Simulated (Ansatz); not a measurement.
**Nb₃C₂: density, localisation and related maps**

Input file:

```
crystal:
  lattice:
    - [2.7748230672, 0.0, 0.0]
    - [-1.3874115336, 2.4030672672, 0.0]
    - [0.0, 0.0, 9.9866685032]
  atoms:
    - { symbol: Nb, position: [0.6666666667, 0.3333333333, 0.2266140351] }
    - { symbol: Nb, position: [0.6666666667, 0.3333333333, 0.7733859649] }
    - { symbol: Nb, position: [0.6666666667, 0.3333333333, 0.5] }
    - { symbol: C, position: [0.6666666667, 0.3333333333, 0.0] }
    - { symbol: C, position: [0.0, 0.0, 0.0] }
basis:
  ecutwfc: 420
kpoints:
  mp_grid: { grid: [18, 18, 4] }
  band_path:
    path:
      - [[0.0, 0.0, 0.0], [0.5, 0.0, 0.0], [0.33333333, 0.33333333, 0.0], [0.0, 0.0, 0.0], [0.0, 0.0, 0.5], [0.5, 0.0, 0.5], [0.33333333, 0.33333333, 0.5], [0.0, 0.0, 0.5]]
      - [[0.5, 0.0, 0.5], [0.5, 0.0, 0.0]]
      - [[0.33333333, 0.33333333, 0.5], [0.33333333, 0.33333333, 0.0]]
    npoints: 14
hamiltonian:
  xc: pbe
scf:
  occupations: { method: gaussian, width: 0.1 }
  n_extra_bands: 12
output:
  forces: true
  stress: true
  eigenvalues: true
  populations: true
  dos: { projected: true, de: 0.02, nscf_kmesh: { grid: [22, 22, 5] } }
  bader: true
  write_density: true
  write_potential: true
  elf: true
  volumetric_format: npy
```

Run with:

```sh
ansatz run input.yaml --threads 1 --pin off --max-ram 2560MiB --backend cpu --events-out ev --progress --plain --runs-dir out
```

Below, planes, directions and counts refer to the conventional cell (a = 2.77 Å, b = 2.77 Å, c = 9.99 Å, α = 90.00°, β = 90.00°, γ = 120.00°).

Space group P-6m2; a structure generated by program, which may or may not match a known phase; computed without spin polarisation.

All numbers below come from DFT PBE, scalar-relativistic, plane waves, PAW (Ansatz 0.2.0).

Core electrons are frozen (PAW), and the valence fields are smoothed inside the atomic spheres.

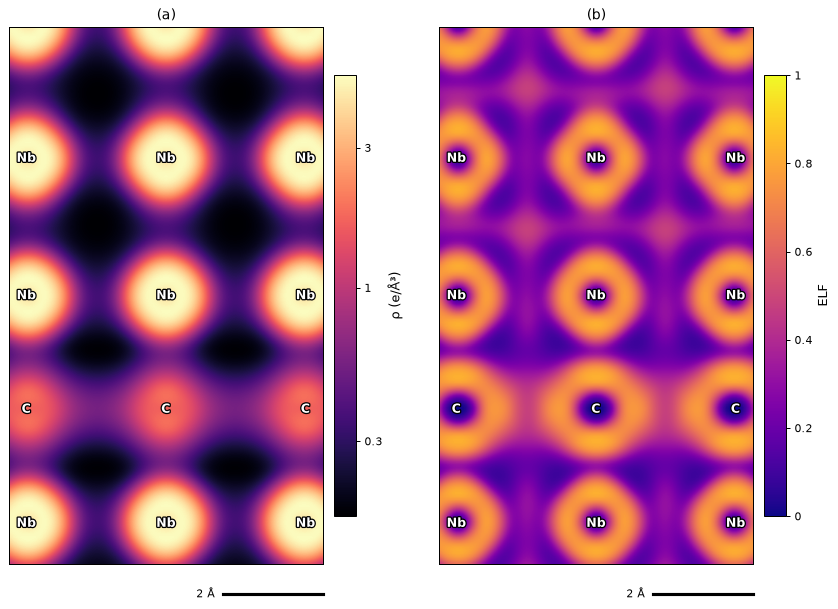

Figure 1. (a) valence pseudo-density; (b) electron localisation function on the (100) plane of the conventional cell.

Q: What do the fields say about this system?

A: The plane passes through Nb and C nuclei.
Atoms just off the plane (C, 0.8 Å away) can leave unmarked features too.
Nb–C (2.26 Å): ρ is about 0.57 e/Å³ halfway; the ELF peaks at about 0.85 in the valence shell of C, 0.6 Å from its nucleus, and drops to about 0.30 between the two atoms.
Nb–Nb (2.73 Å): ρ is about 0.38 e/Å³ halfway; the ELF is about 0.35 at the midpoint.
Nb–Nb (2.77 Å): ρ is about 0.36 e/Å³ halfway; the ELF is about 0.30 at the midpoint (no shared electron pair shows on this line).
Between the atoms the lowest density in this plane is 0.17 e/Å³.
The features right at Nb lie inside the PAW spheres, where the map follows smoothed inner orbitals and isn't to be read closely.

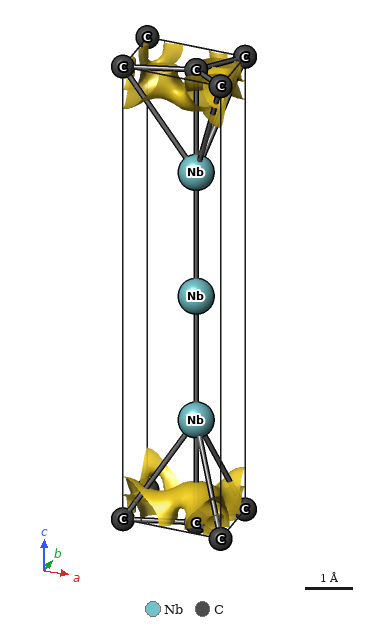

Figure 2. Isosurface of the electron localisation function at 0.65 (yellow), seen slightly off an axis. Only the valence region is drawn (cores and ρ < 0.01 e/Å³ removed). Sticks mark near contacts.

Q: Identify the bonds, lone pairs and shells in this picture.

A: The surface consists of sheets that run through the cell in two directions, counted in one cell of 5 atoms. Any copies at cell faces, edges or corners count once. Along the contacts the grid gives the following. C–C (1.60 Å): the ELF peaks at about 0.90 between the atoms.

Q: Metal or insulator at this level of theory?

A: It is gapless in this calculation (a metal or semimetal).

Q: What Bader charges does the calculation give?

A: Electrons move from Nb towards C. Bader charges: Nb −0.04 to +0.32 and C −0.35 to −0.25 e.
